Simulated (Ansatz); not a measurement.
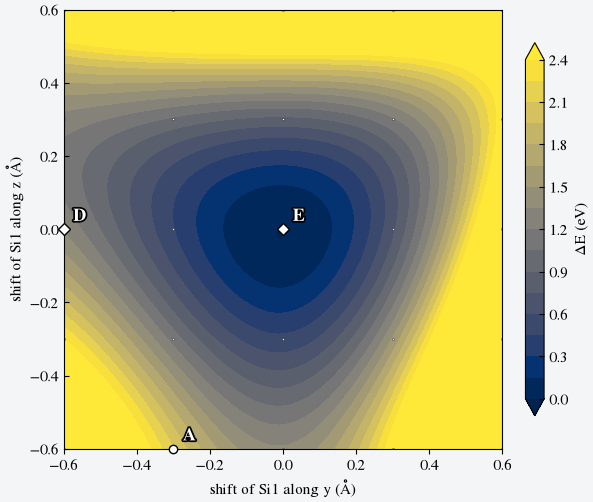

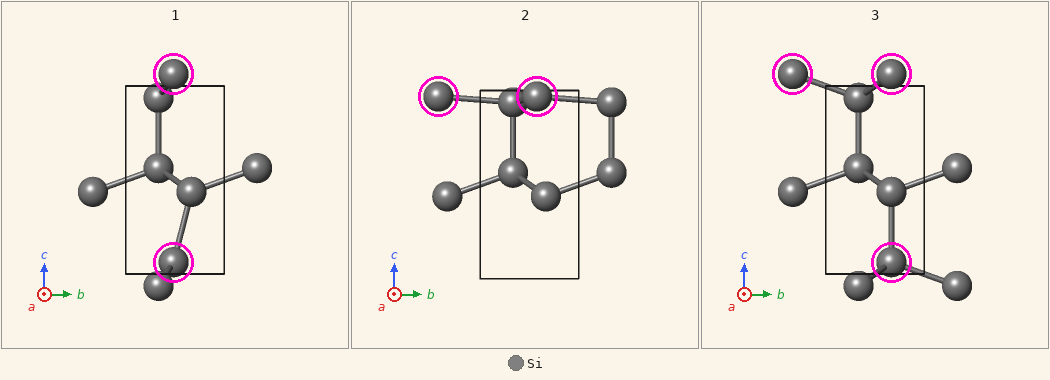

Si (P6_3/mmc, No. 194; 4 atoms in the cell). Atom Si1 is moved over a plane while all other atoms and the cell stay fixed (its periodic images move with it) (x along [1 0 0], y along [1 2 0], z along [0 0 1] of the conventional cell). First axis: shift of Si1 along y. Second axis: shift of Si1 along z. The grid has 5 × 5 points. Points are written as (first, second). Energies: eV per cell, counted from the lowest grid point. The reference cell is the one listed in the database, not relaxed at this level. Computed with DFT PBE, scalar-relativistic, plane waves, PAW (Ansatz 0.2.0). Settings: cutoff 420 eV, k-mesh 12×12×6 in the order of the run's cell vectors, gaussian smearing 0.05 eV, no spin polarisation.

Drawn: filled contours, dots at the grid points, one colour for all values above the top of the scale, lettered points. Between grid points the surface is interpolated. The numbered pictures are the structures at these points, in random order. Rings mark the moved atoms.

Question: Which structure belongs to which point?

Answer: A is structure 2: (−0.3 Å, −0.6 Å), 2.11 eV; D is structure 1: (−0.6 Å, 0.0 Å), 1.34 eV; E is structure 3: (0.0 Å, 0.0 Å), 0.00 eV.
